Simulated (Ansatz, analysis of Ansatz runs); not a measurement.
# Reproducing a measured charge-transition level: substitutional B in diamond

Subject: substitutional B in diamond. Wanted: its charge-transition level, in one set-up (PBE, 64-site cell, PBE lattice, 420 eV, k: the single point 1/4 1/4 1/4 then 2x2x2 shifted 0.5 0.5 0.5). The model is a cell of 64 host atoms with 1 C taken out and 1 B put in. The level is the Fermi energy at which two charge states have equal formation energy, after a correction for the images of the charge. A local or semilocal functional is the cheapest first rung.

**The experiment.** (0/-1) level above the valence-band top: 0.368 eV, by acceptor ionization energy (cited; method not stated) (quoted in “Phosphorescence and donor-acceptor pair recombination in laboratory-grown diamonds”, 2023, Jiahui Zhao et al., quoting earlier work (1993)). The calculation is set beside it at the end.

Main program and level: Ansatz 0.2.0; plane-wave PAW DFT, PBE; relaxation of all atoms of a defect supercell.

### Step 1. Set-up

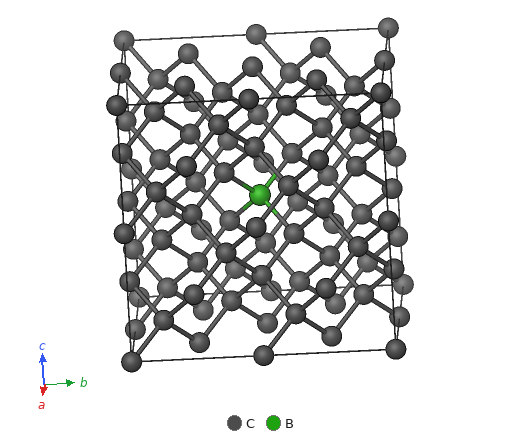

Start, viewed slightly off an axis; carbon dark grey, boron green. Bonds to atoms that aren't drawn are left out. Some periodic images of atoms are drawn too.

The cell holds 64 atoms: 63 C and 1 B. Its edges and angles: a = 7.143 Å, b = 7.143 Å, c = 7.143 Å, α = 90.0°, β = 90.0°, γ = 90.0°. It derives from C (space group Fd-3m). Nearest the centre at fractional (0.375, 0.375, 0.375): B8 at 0.00 Å, C27 at 1.55 Å, C49 at 1.55 Å, C42 at 1.55 Å, C4 at 1.55 Å, C53 at 2.53 Å, C46 at 2.53 Å, C31 at 2.53 Å.

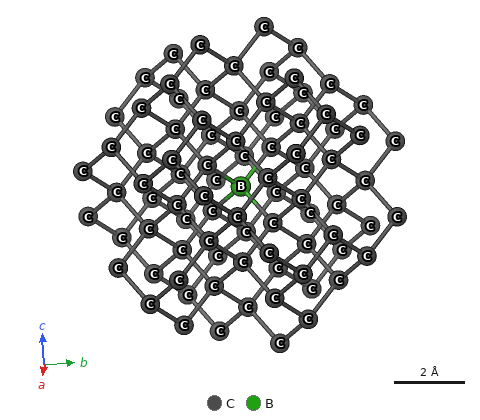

The atoms within 5 Å of the centre.

The host's primitive cell comes from a first run (plane-wave PAW DFT, PBE; relaxation of the host's cell and atoms): vectors of 2.525, 2.525 and 2.525 Å. That is 5.69 Å³ an atom, 0.4 % over the diffraction cell's volume. The supercell is built on it.

### Step 2. Relaxation, charge 0

Every later number rests on the structure around the defect, so the atoms are relaxed at the host's lattice first.

File relax0/input.yaml:

```yaml
relax:
  f_tol: 0.02
  max_steps: 80
  random_displacement: { amplitude: 0.05, seed: 675 }
crystal:
  lattice:
    - [7.14316351, 0.0, 0.0]
    - [0.0, 7.14316351, 0.0]
    - [0.0, 0.0, 7.14316351]
  atoms:
    - { symbol: C, position: [0.0, 0.0, 0.25] }
    - { symbol: C, position: [0.0, 0.25, 0.0] }
    - { symbol: C, position: [0.25, 0.0, 0.0] }
    - { symbol: C, position: [0.25, 0.25, 0.25] }
    - { symbol: C, position: [0.125, 0.125, 0.375] }
    - { symbol: C, position: [0.125, 0.375, 0.125] }
    - { symbol: C, position: [0.375, 0.125, 0.125] }
    - { symbol: B, position: [0.375, 0.375, 0.375] }
    - { symbol: C, position: [0.0, 0.0, 0.75] }
    - { symbol: C, position: [0.0, 0.25, 0.5] }
    - { symbol: C, position: [0.25, 0.0, 0.5] }
    - { symbol: C, position: [0.25, 0.25, 0.75] }
    - { symbol: C, position: [0.125, 0.125, 0.875] }
    - { symbol: C, position: [0.125, 0.375, 0.625] }
    - { symbol: C, position: [0.375, 0.125, 0.625] }
    - { symbol: C, position: [0.375, 0.375, 0.875] }
    - { symbol: C, position: [0.0, 0.5, 0.25] }
    - { symbol: C, position: [0.0, 0.75, 0.0] }
    - { symbol: C, position: [0.25, 0.5, 0.0] }
    - { symbol: C, position: [0.25, 0.75, 0.25] }
    - { symbol: C, position: [0.125, 0.625, 0.375] }
    - { symbol: C, position: [0.125, 0.875, 0.125] }
    - { symbol: C, position: [0.375, 0.625, 0.125] }
    - { symbol: C, position: [0.375, 0.875, 0.375] }
    - { symbol: C, position: [0.0, 0.5, 0.75] }
    - { symbol: C, position: [0.0, 0.75, 0.5] }
    - { symbol: C, position: [0.25, 0.5, 0.5] }
    - { symbol: C, position: [0.25, 0.75, 0.75] }
    - { symbol: C, position: [0.125, 0.625, 0.875] }
    - { symbol: C, position: [0.125, 0.875, 0.625] }
    - { symbol: C, position: [0.375, 0.625, 0.625] }
    - { symbol: C, position: [0.375, 0.875, 0.875] }
    - { symbol: C, position: [0.5, 0.0, 0.25] }
    - { symbol: C, position: [0.5, 0.25, 0.0] }
    - { symbol: C, position: [0.75, 0.0, 0.0] }
    - { symbol: C, position: [0.75, 0.25, 0.25] }
    - { symbol: C, position: [0.625, 0.125, 0.375] }
    - { symbol: C, position: [0.625, 0.375, 0.125] }
    - { symbol: C, position: [0.875, 0.125, 0.125] }
    - { symbol: C, position: [0.875, 0.375, 0.375] }
    - { symbol: C, position: [0.5, 0.0, 0.75] }
    - { symbol: C, position: [0.5, 0.25, 0.5] }
    - { symbol: C, position: [0.75, 0.0, 0.5] }
    - { symbol: C, position: [0.75, 0.25, 0.75] }
    - { symbol: C, position: [0.625, 0.125, 0.875] }
    - { symbol: C, position: [0.625, 0.375, 0.625] }
    - { symbol: C, position: [0.875, 0.125, 0.625] }
    - { symbol: C, position: [0.875, 0.375, 0.875] }
    - { symbol: C, position: [0.5, 0.5, 0.25] }
    - { symbol: C, position: [0.5, 0.75, 0.0] }
    - { symbol: C, position: [0.75, 0.5, 0.0] }
    - { symbol: C, position: [0.75, 0.75, 0.25] }
    - { symbol: C, position: [0.625, 0.625, 0.375] }
    - { symbol: C, position: [0.625, 0.875, 0.125] }
    - { symbol: C, position: [0.875, 0.625, 0.125] }
    - { symbol: C, position: [0.875, 0.875, 0.375] }
    - { symbol: C, position: [0.5, 0.5, 0.75] }
    - { symbol: C, position: [0.5, 0.75, 0.5] }
    - { symbol: C, position: [0.75, 0.5, 0.5] }
    - { symbol: C, position: [0.75, 0.75, 0.75] }
    - { symbol: C, position: [0.625, 0.625, 0.875] }
    - { symbol: C, position: [0.625, 0.875, 0.625] }
    - { symbol: C, position: [0.875, 0.625, 0.625] }
    - { symbol: C, position: [0.875, 0.875, 0.875] }
  host:
    repeats: [2, 2, 2]
    atoms:
      - { symbol: C, position: [0.0, 0.0, 0.5] }
      - { symbol: C, position: [0.0, 0.5, 0.0] }
      # ... 6 more atoms of the perfect host
basis:
  ecutwfc: 420
  xc_grid: 2
hamiltonian:
  xc: pbe
kpoints:
  mp_grid: { grid: [1, 1, 1], shift: [0.25, 0.25, 0.25] }
magnetization:
  spin_polarized: true
  initial_magnetization: 1
  spin_locking: { lock_magnetization: hard }
scf:
  occupations: { method: fermi_dirac, width: 0.01 }
  max_iter: 120
output:
  forces: true
  charged_corrections:
    epsilon: 5.85
    static_epsilon: 5.85
    defect_position: [0.375, 0.375, 0.375]
checkpoint:
  write: "../relax0.run"
  compress: false
  write_wavefunctions: true
  write_every: 100000
```

Run with:

```
> ansatz run input.yaml --threads 2 --pin off --max-ram 3768MiB --backend cpu --events-out ev --progress --plain --runs-dir out
```

Numbers of over 12 decimals in the logs are rounded to 6 here.

What it wrote:

```text
[... repeated set-up lines and file paths are left out, and long positions are rounded to six places ...]
Engine: ansatz 0.2.0, x86_64-unknown-linux-gnu
Pseudopotentials: kind: paw
Pseudopotential: C, paw, valence charge 4, recommended cutoff 420 eV (normal), C.paw.azcp
Pseudopotential: B, paw, valence charge 3, recommended cutoff 420 eV (normal), B.paw.azcp
Functional definition: PBE
  parameter kappa = 0.804
  parameter beta = 0.066725
  exchange = pbe_x(kappa = kappa, mu = beta*pi^2/3)
  correlation = pbe_c(beta = beta)
Crystal: 64 atoms, lattice volume = 364.478 Å³
Basis set: ecut = 420 eV, 7123 PW (Γ), exchange–correlation on 96×96×96 points (8 copies of the dense FFT grid, shifted against one another)
Bands: 192, of which v1, the nominal top of the filled ones, is band 128 counted from 1 (127 counted from 0)
Symmetry: 1 space group operations
k-points: 1
Non-local potential: C, projectors of the file, l = 0: 2, l = 1: 2, l = 2: 1
Non-local potential: B, projectors of the file, l = 0: 2, l = 1: 2, l = 2: 1
PAW form: soft (Blöchl's): semilocal exchange-correlation on the pseudo side does not see the compensation charge
PAW one-centre angular grid: C, 110 points (default); XC on 64 Gauss nodes
PAW one-centre angular grid: B, 110 points (default); XC on 64 Gauss nodes
Initial density: superposition of atomic densities (chi_scale 0.1, normalization cell, long waves kept (reshape's long-wave potential 0.12 eV rms))
Starting moments: Σ|m| = 1 μB on 64 of 64 sites
Initial wavefunctions: pseudopotential atomic-orbital guess
Functional: x = pbe(κ = 0.804, μ = 0.219515), c = pbe(β = 0.066725)
SCF iter   1: F=—  HF=-15970.142546 eV  |F-HF|=—  |Δ(HF+E_count)|=         —  Δρ=7.11e-2 (↑7.11e-2 ↓6.99e-2)  dr2=5.68e1  dr2_m=1.30e-2  M=1.000 μB ∫|m|=1.002 μB  β_m=0.30  ethr=3.10e-3  ⟨swp⟩=5.0  Hψ=1543  notcnv=0  defer=95
preconditioner: auto → Resta (q_TF=auto, 2.571 Å⁻¹)  ε∞=4.4  [insulator: Δε(μ)=0.341 eV  Ē_g=16.926 eV  σ=0.010 eV  W_gap=1.00  n_scr=92 (ndim 8)  ℏωp=31.1 eV  f_vac=0.000  D(μ)=0.00/eV (n_scr^D=0)  ε∞_Penn≈4.4]
spin=Collinear: Resta preconditioning applied to the charge; magnetization (m = ρ↑ − ρ↓) channel mixes plain (no charge-response kernel on spin).
SCF iter   2: F=—  HF=-15961.491805 eV  |F-HF|=—  |Δ(HF+E_count)|=    8.65e0  Δρ=5.17e-2 (↑5.17e-2 ↓5.08e-2)  dr2=2.97e1  dr2_m=7.22e-3  M=1.000 μB ∫|m|=1.010 μB  β_m=0.65  ethr=3.10e-3  ⟨swp⟩=3.0  Hψ=716  notcnv=0  defer=110
SCF iter   3: F=—  HF=-15952.044849 eV  |F-HF|=—  |Δ(HF+E_count)|=    9.45e0  Δρ=4.66e-3 (↑4.33e-3 ↓4.66e-3)  dr2=1.89e-1  dr2_m=2.75e-3  M=1.000 μB ∫|m|=1.055 μB  β_m=0.76  ethr=3.10e-3  ⟨swp⟩=3.0  Hψ=564  notcnv=0  defer=110
SCF iter   4: F=—  HF=-15952.169576 eV  |F-HF|=—  |Δ(HF+E_count)|=   1.25e-1  Δρ=1.46e-3 (↑1.46e-3 ↓1.45e-3)  dr2=1.36e-2  dr2_m=1.92e-5  M=1.000 μB ∫|m|=1.060 μB  β_m=0.84  ethr=7.40e-5  ⟨swp⟩=3.0  Hψ=716  notcnv=0  defer=110
SCF iter   5: F=—  HF=-15952.186724 eV  |F-HF|=—  |Δ(HF+E_count)|=   1.71e-2  Δρ=3.55e-4 (↑3.51e-4 ↓3.55e-4)  dr2=1.25e-3  dr2_m=1.63e-6  M=1.000 μB ∫|m|=1.061 μB  β_m=0.83  ethr=5.32e-6  ⟨swp⟩=2.0  Hψ=548  notcnv=0  defer=110
SCF iter   6: F=—  HF=-15952.188376 eV  |F-HF|=—  |Δ(HF+E_count)|=   1.65e-3  Δρ=7.12e-5 (↑6.75e-5 ↓7.12e-5)  dr2=4.36e-5  dr2_m=4.33e-7  M=1.000 μB ∫|m|=1.062 μB  β_m=0.84  ethr=4.90e-7  ⟨swp⟩=2.0  Hψ=542  notcnv=0  defer=110
SCF iter   7: F=-15952.188428 eV  HF=-15952.188426 eV  |F-HF|=1.41e-6  |Δ(HF+E_count)|=   5.02e-5  Δρ=1.99e-5 (↑1.99e-5 ↓1.98e-5)  dr2=3.15e-6  dr2_m=2.34e-8  M=1.000 μB ∫|m|=1.062 μB  ethr=3.92e-9  ⟨swp⟩=4.0  Hψ=913  notcnv=0
SCF 1 converged in 7 iterations: F = -15952.188428 eV  dr2 = 3.15e-6
  greatest PAW one-centre occupation: 0.659 electrons in one spin orbital (limit 2), on the C atom at site 48 (counted from 0), in its partial waves of l = 0
relax step   1: F+E_penalty+E_count = -15952.18842771 eV  Δ(F+E_penalty+E_count) = +0.000e0 eV  max|allowed force component| = 3.058e0 eV/Å  Δτ_max = 0.0000 Å  (7 SCF iters, dr2 threshold 1.00e-5 eV, accepted)
[... the SCF cycles and remarks between the steps are left out from here to the last step ...]
relax step   2: F+E_penalty+E_count = -15954.77590458 eV  Δ(F+E_penalty+E_count) = -2.587e0 eV  max|allowed force component| = 1.652e0 eV/Å  Δτ_max = 0.0592 Å  (5 SCF iters, dr2 threshold 1.00e-4 eV, accepted)
relax step   3: F+E_penalty+E_count = -15955.38211462 eV  Δ(F+E_penalty+E_count) = -6.062e-1 eV  max|allowed force component| = 4.029e-1 eV/Å  Δτ_max = 0.0346 Å  (5 SCF iters, dr2 threshold 1.00e-4 eV, accepted)
relax step   4: F+E_penalty+E_count = -15955.34051385 eV  Δ(F+E_penalty+E_count) = +4.160e-2 eV  max|allowed force component| = 9.115e-1 eV/Å  Δτ_max = 0.0387 Å  (6 SCF iters, dr2 threshold 1.01e-5 eV, rejected (line search))
relax step   5: F+E_penalty+E_count = -15955.40359472 eV  Δ(F+E_penalty+E_count) = -2.148e-2 eV  max|allowed force component| = 3.188e-2 eV/Å  Δτ_max = 0.0097 Å  (7 SCF iters, accepted)
relax step   6: F+E_penalty+E_count = -15955.40399906 eV  Δ(F+E_penalty+E_count) = -4.043e-4 eV  max|allowed force component| = 1.936e-2 eV/Å  Δτ_max = 0.0015 Å  (6 SCF iters, accepted)
relax step   7: F+E_penalty+E_count = -15955.40409266 eV  Δ(F+E_penalty+E_count) = -9.360e-5 eV  max|allowed force component| = 2.233e-2 eV/Å  Δτ_max = 0.0006 Å  (6 SCF iters, accepted)
relax step   8: F+E_penalty+E_count = -15955.40494548 eV  Δ(F+E_penalty+E_count) = -8.528e-4 eV  max|allowed force component| = 1.097e-1 eV/Å  Δτ_max = 0.0108 Å  (7 SCF iters, accepted)
relax step   9: F+E_penalty+E_count = -15955.40577490 eV  Δ(F+E_penalty+E_count) = -8.294e-4 eV  max|allowed force component| = 7.951e-2 eV/Å  Δτ_max = 0.0014 Å  (4 SCF iters, dr2 threshold 1.20e-5 eV, accepted)
relax step  10: F+E_penalty+E_count = -15955.40780297 eV  Δ(F+E_penalty+E_count) = -2.028e-3 eV  max|allowed force component| = 1.128e-1 eV/Å  Δτ_max = 0.0126 Å  (6 SCF iters, dr2 threshold 3.32e-6 eV, accepted)
relax step  11: F+E_penalty+E_count = -15955.40846827 eV  Δ(F+E_penalty+E_count) = -6.653e-4 eV  max|allowed force component| = 4.612e-2 eV/Å  Δτ_max = 0.0064 Å  (5 SCF iters, dr2 threshold 6.68e-6 eV, accepted)
relax step  12: F+E_penalty+E_count = -15955.40889789 eV  Δ(F+E_penalty+E_count) = -4.296e-4 eV  max|allowed force component| = 1.808e-2 eV/Å  Δτ_max = 0.0024 Å  (6 SCF iters, accepted)
relax step  13: F+E_penalty+E_count = -15955.40890172 eV  Δ(F+E_penalty+E_count) = -3.833e-6 eV  max|allowed force component| = 2.506e-2 eV/Å  Δτ_max = 0.0020 Å  (6 SCF iters, accepted)
SCF iter   1: F=—  HF=-15955.408437 eV  |F-HF|=—  |Δ(HF+E_count)|=         —  Δρ=8.59e-5 (↑6.29e-5 ↓8.59e-5)  dr2=7.12e-5  dr2_m=2.12e-6  M=1.000 μB ∫|m|=1.054 μB  β_m=0.30  ethr=4.93e-7  ⟨swp⟩=5.0  Hψ=857  notcnv=0  defer=116
SCF iter   2: F=—  HF=-15955.408998 eV  |F-HF|=—  |Δ(HF+E_count)|=   5.61e-4  Δρ=5.59e-5 (↑4.04e-5 ↓5.59e-5)  dr2=2.41e-5  dr2_m=9.92e-7  M=1.000 μB ∫|m|=1.054 μB  β_m=0.52  ethr=2.79e-8  ⟨swp⟩=1.0  Hψ=442  notcnv=0  defer=116
SCF iter   3: F=—  HF=-15955.408992 eV  |F-HF|=—  |Δ(HF+E_count)|=   6.01e-6  Δρ=1.22e-5 (↑8.93e-6 ↓1.22e-5)  dr2=7.44e-7  dr2_m=5.78e-8  M=1.000 μB ∫|m|=1.054 μB  β_m=0.61  ethr=9.47e-9  ⟨swp⟩=2.0  Hψ=453  notcnv=0  defer=116
iter 4 did not close the SCF: its close was put off for a magnetic moment that had not settled (scf_convergence_deferred on its scf_iter line)
SCF iter   4: F=-15955.408992 eV  HF=-15955.408992 eV  |F-HF|=2.20e-8  |Δ(HF+E_count)|=   5.66e-8  Δρ=1.91e-6 (↑1.73e-6 ↓1.91e-6)  dr2=5.25e-8  dr2_m=2.25e-9  M=1.000 μB ∫|m|=1.054 μB  β_m=0.77  ethr=3.92e-11  ⟨swp⟩=4.0  Hψ=1015  notcnv=0
SCF iter   5: F=-15955.408992 eV  HF=-15955.408992 eV  |F-HF|=8.37e-11  |Δ(HF+E_count)|=  1.46e-10  Δρ=4.46e-7 (↑4.02e-7 ↓4.46e-7)  dr2=1.90e-9  dr2_m=5.87e-11  M=1.000 μB ∫|m|=1.054 μB  ethr=2.06e-11  ⟨swp⟩=2.0  Hψ=886  notcnv=0
SCF 14 converged in 5 iterations: F = -15955.408992 eV  dr2 = 1.90e-9
relax step  14: F+E_penalty+E_count = -15955.40899233 eV  Δ(F+E_penalty+E_count) = -9.061e-5 eV  max|allowed force component| = 6.474e-3 eV/Å  Δτ_max = 0.0007 Å  (5 SCF iters, accepted)
NSCF: frozen V_eff on 1 k-points
the band table was solved once a step of the walk had ended and its energy, with any forces and stress, was formed, with the checks that follow a solve (1804 applications of the Hamiltonian). They found nothing against the state; [...]
SCF converged after 5 iterations
Magnetization: 1.0000 μB (128.0000 up, 127.0000 down)
Absolute magnetization: 1.0531 μB (∫|ρ↑−ρ↓|, with the PAW one-centre terms)
Spin contamination: 0.0003 ħ² per cell (⟨S²⟩ above its minimum at these occupations)
Per-site moments (μB) at R_I (Å): [(0.00514008, 0.633417), (0.0048912, 0.635081), (0.0051443, 0.633432), [... 61 left out ...]
Free energy (F): -15955.408992 eV
Harris-Foulkes:  -15955.408992 eV  (|F-HF|=8.37e-11)
Internal energy: -15955.408992 eV  (E = F + TS)
E sigma→0 (E₀):  -15955.408992 eV
Entropy (-TS):   -0.000000 eV (-0.000 meV/atom)
Fermi energy:    12.892697 (↑ 15.483529, ↓ 12.820401) eV
--- Per-component energies (eV) ---
  E_band       = 1093.024293
  E_kinetic    = 5858.952270
  E_local      = -3904.748745  (includes V_loc(G=0)·N_el)
  E_nonlocal   = 1692.272848
  E_hartree    = 858.106434
  E_xc         = -3101.100729
  E_vxc        = -3848.054475  (∫ρ·V_xc dr)
  E_paw        = -6329.011126  (= ΣΔE_a)
  E_vpaw       = -421.610986  (= ΣTr[D̂ρ^β])
  E_aug_tail   = 0.000559  (compensation charges beyond the density's cutoff)
  E_ewald      = -11029.880503
  E_smearing   = -0.000000  (= −TS)
  E_closure    = 0.000000  (closes the sum)
  Σ components = -15955.408992   (vs F -15955.408992, Δ=0.00e0)
--- Forces (eV/Å), atoms counted from 1 ---
  atom   1  C     -0.00209583     0.00121907     0.00028249
  atom   2  C     -0.00172359     0.00117842     0.00049169
  [... 1 atom left out ...]
  atom   4  C     -0.00370984     0.00298331    -0.00187496
  atom   5  C     -0.00021994     0.00068091     0.00179207
  [... 1 atom left out ...]
  atom   7  C      0.00244064     0.00011748     0.00025980
  atom   8  B      0.00495022    -0.00443867     0.00257951
  [... 6 atoms left out ...]
  atom  15  C      0.00283229    -0.00195986     0.00480660
  [... 5 atoms left out ...]
  atom  21  C      0.00174021    -0.00267024     0.00040743
  [... 5 atoms left out ...]
  atom  27  C     -0.00379939     0.00297295    -0.00313009
  [... 3 atoms left out ...]
  atom  31  C      0.00144552    -0.00236079    -0.00045279
  [... 10 atoms left out ...]
  atom  42  C     -0.00536280     0.00647404    -0.00254775
  [... 6 atoms left out ...]
  atom  49  C     -0.00355567     0.00394693    -0.00061886
  [... 15 atoms left out ...]
  max |Σ_I F_I| component: 5.40e-6 eV/Å
--- Band table (eV) ---
  k-point 0 ↑: bands = ["-7.8000", "-6.7172", "-6.7062", "-6.5290", [... 184 left out ...] "23.1555", "23.2060", "23.2492", "23.4540"]
  k-point 0 ↓: bands = ["-7.7786", "-6.6930", "-6.6846", "-6.5083", [... 184 left out ...] "23.2056", "23.2289", "23.2782", "23.4956"]
--- Relaxed structure (14 steps of the walk, 13 accepted, 0 SCFs on fresh bases) ---
  F+E_penalty+E_count = -15955.40899233 eV   max|allowed force component| = 6.474e-3 eV/Å
  atoms:
    - { symbol: C, position: [0.000332, -0.000783, 0.250695] }
    - { symbol: C, position: [0.000220, 0.250133, -0.000284] }
    [... 1 atom left out ...]
    - { symbol: C, position: [0.247960, 0.246530, 0.247465] }
    - { symbol: C, position: [0.124805, 0.124821, 0.373815] }
    [... 1 atom left out ...]
    - { symbol: C, position: [0.374301, 0.124826, 0.124318] }
    - { symbol: B, position: [0.373325, 0.377059, 0.372858] }
    [... 6 atoms left out ...]
    - { symbol: C, position: [0.375552, 0.125664, 0.624844] }
    [... 5 atoms left out ...]
    - { symbol: C, position: [0.124774, 0.625815, 0.375388] }
    [... 5 atoms left out ...]
    - { symbol: C, position: [0.248120, 0.502027, 0.505100] }
    [... 3 atoms left out ...]
    - { symbol: C, position: [0.374406, 0.625897, 0.625701] }
    [... 10 atoms left out ...]
    - { symbol: C, position: [0.505783, 0.245773, 0.505269] }
    [... 6 atoms left out ...]
    - { symbol: C, position: [0.505600, 0.502022, 0.247617] }
    [... 15 atoms left out ...]
```

It took 1.9 min on 2 threads of Intel Xeon Platinum 8259CL at 2.50GHz (Skylake/Cascade Lake), shared host; peak memory 1.1 GiB.

The steps of the relaxation:

```
step  energy less that of the first step (eV)  largest force component (eV/Å)
   1                                   0.0000                          3.0585
   2                                  -2.5875                          1.6516
   3                                  -3.1937                          0.4029
   4                                  -3.1521                          0.9115
   5                                  -3.2152                          0.0319
   6                                  -3.2156                          0.0194
   7                                  -3.2157                          0.0223
   8                                  -3.2165                          0.1097
   9                                  -3.2173                          0.0795
  10                                  -3.2194                          0.1128
  11                                  -3.2200                          0.0461
  12                                  -3.2205                          0.0181
  13                                  -3.2205                          0.0251
  14                                  -3.2206                          0.0065
```

Relaxation step 4 was tried and not accepted.

The atoms that moved most (Å, from the sites as typed, ahead of the random displacement, the mean shift of all atoms taken out):

```
atom      dx      dy      dz  length
 C42   0.036  -0.031   0.036   0.060
 C49   0.035   0.014  -0.018   0.042
 C27  -0.018   0.014   0.035   0.042
  C4  -0.019  -0.025  -0.019   0.037
  B8  -0.017   0.014  -0.017   0.028
 C14  -0.010   0.012   0.006   0.016
 C38   0.006   0.012  -0.009   0.016
  C7  -0.010  -0.002  -0.006   0.012
```

Neighbours of B8 at the end:

```
atom  distance (Å)
  C4         1.573
 C27         1.578
 C49         1.578
 C42         1.634
  C6         2.510
 C21         2.512
 C23         2.512
  C5         2.529
  C7         2.529
 C31         2.534
 C53         2.534
 C14         2.536
 C38         2.537
 C15         2.543
 C37         2.543
 C46         2.550
```

Numbers from this step:

```
free energy                           : -15955.4090 eV
total moment                          : 1 μB
integral of the absolute spin density : 1.053 μB
spin contamination                    : 3.28e-4
```

The relaxation ends 50 meV an atom lower than the displaced start, with a largest force component of 0.0065 eV/Å.

(Part 1 of 2 ends here.)

[Logs are printed without paths, hosts, clocks, repeated set-up lines and the standing remarks that a program may print on its own settings, such as how far it seeks lower states.]

[Hosts, paths, dates, database ids (printed as entryN), source tags and the programs' standing remarks are cut or masked in the printed files.]

[For some hosts the program warned that the k-mesh of the response run may be too coarse for force constants and the static dielectric constant; such warnings are not shown here.]
